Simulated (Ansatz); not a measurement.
Al3Cu

```xyz
4
Lattice="0.0000 -2.7322 0.0000 2.8154 0.0000 0.0000 0.0000 0.0000 7.5919" Properties=species:S:1:pos:R:3 pbc="T T T"
Al    0.0000    0.0000    3.7959
Al    1.4077   -1.3661    1.6903
Al    1.4077   -1.3661    5.9016
Cu    0.0000    0.0000    0.0000
```

Space group Pmmm; a structure from a database of computed crystals, not necessarily the ambient phase; changed on purpose from its base cell (strain +0.0150 x Voigt [1, -1, 0, 0, 0, 0], atoms carried along); computed without spin polarisation.

The calculation used DFT r2SCAN, scalar-relativistic, plane waves, PAW (Ansatz).

The density is the valence pseudo-density of a PAW calculation; it isn't the true density close to the nuclei.

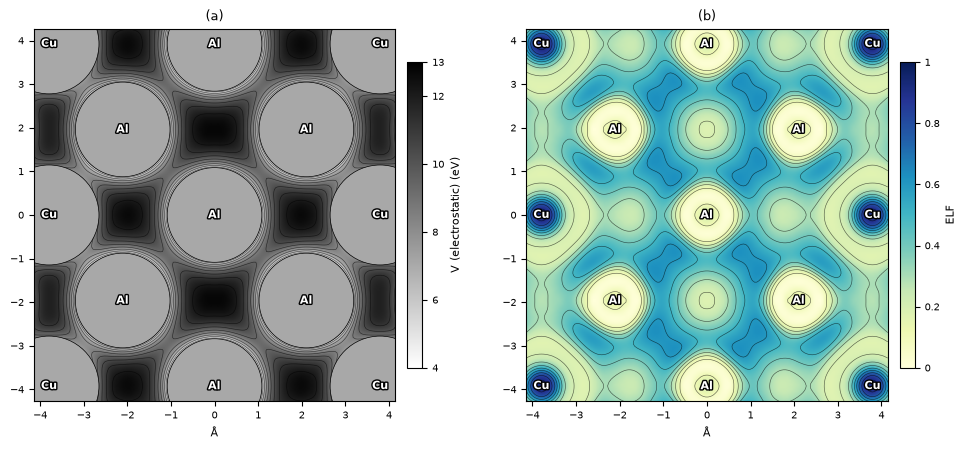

Figure 1. (a) electrostatic potential energy of an electron; (b) ELF on the (110) plane of the conventional cell. Grey discs cover the atomic cores in the potential map.

What does the map show?

The section cuts through Al and Cu sites.
Al–Cu (2.59 Å): the ELF is about 0.45 at the midpoint.
Al–Al (2.88 Å): the ELF peaks at about 0.60 between the atoms.
The features right at Cu lie inside the PAW spheres, where the map follows smoothed inner orbitals and isn't to be read closely.
Outside the cores the potential energy rises away from the atoms and is highest about 1.9 Å from the nearest atoms; its zero is arbitrary.

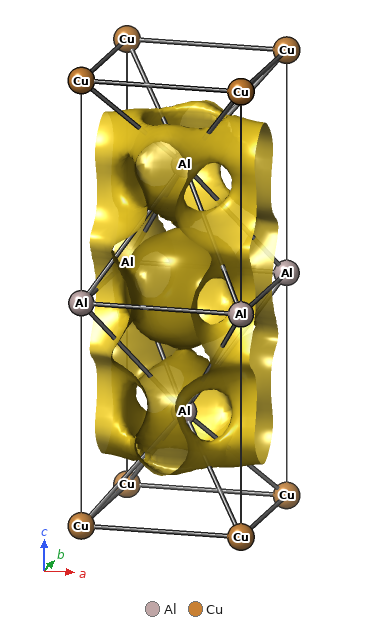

Figure 2. Isosurface of the electron localisation function at 0.55 (yellow), seen slightly off an axis. Only the valence region is drawn (cores and ρ < 0.01 e/Å³ removed). Sticks mark near contacts.

Identify the bonds, lone pairs and shells in this picture.

The ELF exceeds this value in sheets that run through the cell in two directions, counted in one cell of 4 atoms. Any copies at cell faces, edges or corners count once.


 Al–Al (2.73 Å): the ELF peaks at about 0.65 between the atoms.

Does the calculation give a band gap?

It is gapless in this calculation (a metal or semimetal).
